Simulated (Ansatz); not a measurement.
```yaml
crystal:
  lattice:
    - [0.00000, 4.24100, 4.24100]
    - [4.24100, 0.00000, 4.24100]
    - [4.24100, 4.24100, 0.00000]
  atoms:
    - { symbol: Mg, position: [0.99849, 0.99887, 0.00467] }
    - { symbol: O, position: [0.25576, 0.25613, 0.23284] }
    - { symbol: Mg, position: [0.99850, 0.99888, 0.49819] }
    - { symbol: O, position: [0.25577, 0.25613, 0.75547] }
    - { symbol: Mg, position: [0.00082, 0.50024, 0.99957] }
    - { symbol: O, position: [0.24910, 0.75081, 0.25014] }
    - { symbol: Mg, position: [0.99846, 0.50544, 0.49815] }
    - { symbol: O, position: [0.25574, 0.73356, 0.75545] }
    - { symbol: Mg, position: [0.49988, 0.00118, 0.99958] }
    - { symbol: O, position: [0.75044, 0.24948, 0.25014] }
    - { symbol: Mg, position: [0.50502, 0.99886, 0.49817] }
    - { symbol: O, position: [0.73316, 0.25612, 0.75546] }
    - { symbol: Mg, position: [0.49986, 0.50023, 0.99956] }
    - { symbol: O, position: [0.75045, 0.75081, 0.25014] }
    - { symbol: Mg, position: [0.49987, 0.50024, 0.50053] }
    - { symbol: O, position: [0.75045, 0.75081, 0.74880] }
    - { symbol: H, position: [0.12514, 0.12561, 0.62476] }
```

PAW files of the earlier set (soft_1); spin-polarised.

The calculation used DFT PBE-D3(BJ), scalar-relativistic, plane waves, PAW (Ansatz).

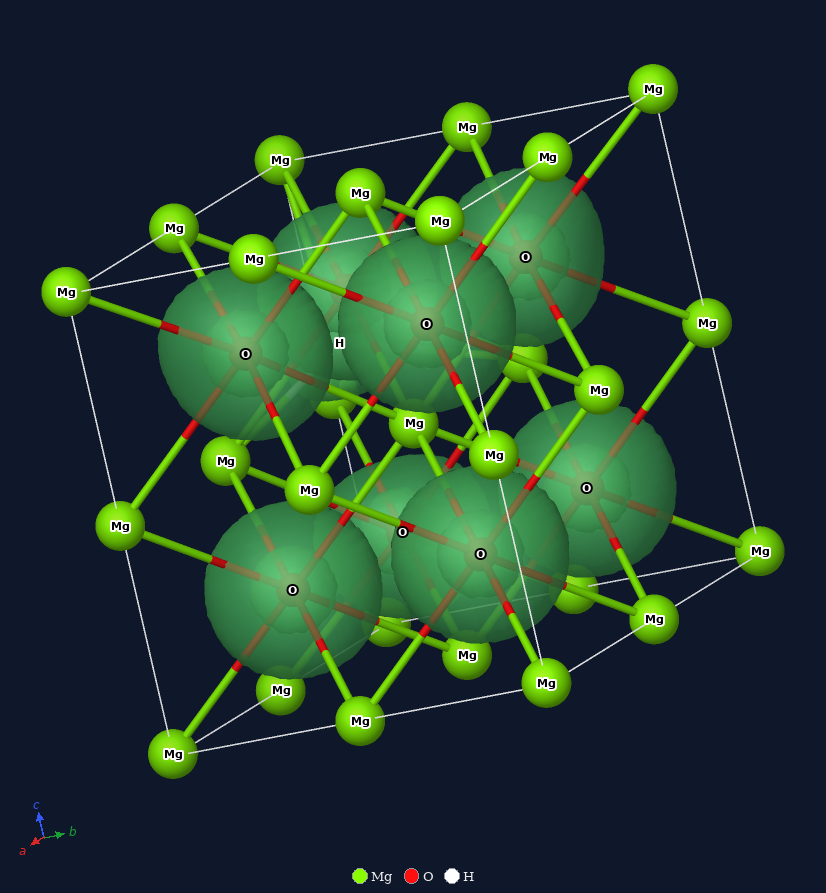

Mg8HO8 (cell with a defect). Isosurface of the ELF at 0.75 (green), seen slightly off an axis. Core shells and regions of very low density are left out. Sticks mark near contacts.

In a PAW calculation such maps are meaningful between the atoms, not at the nuclei.

**Identify the bonds, lone pairs and shells in this picture.**

At this value the surface marks out one region around a hydrogen nucleus and eight regions wrapped around O (the valence shell of each), counted in one cell of 17 atoms. Regions shared between cells count once.

Values along the shortest contacts:
Mg–H (1.86 Å): the ELF climbs to about 1 towards the hydrogen. Mg–O (2.07 Å): the ELF peaks at about 0.85 in the valence shell of O, 0.6 Å from its nucleus, and is about 0.35 at the midpoint.
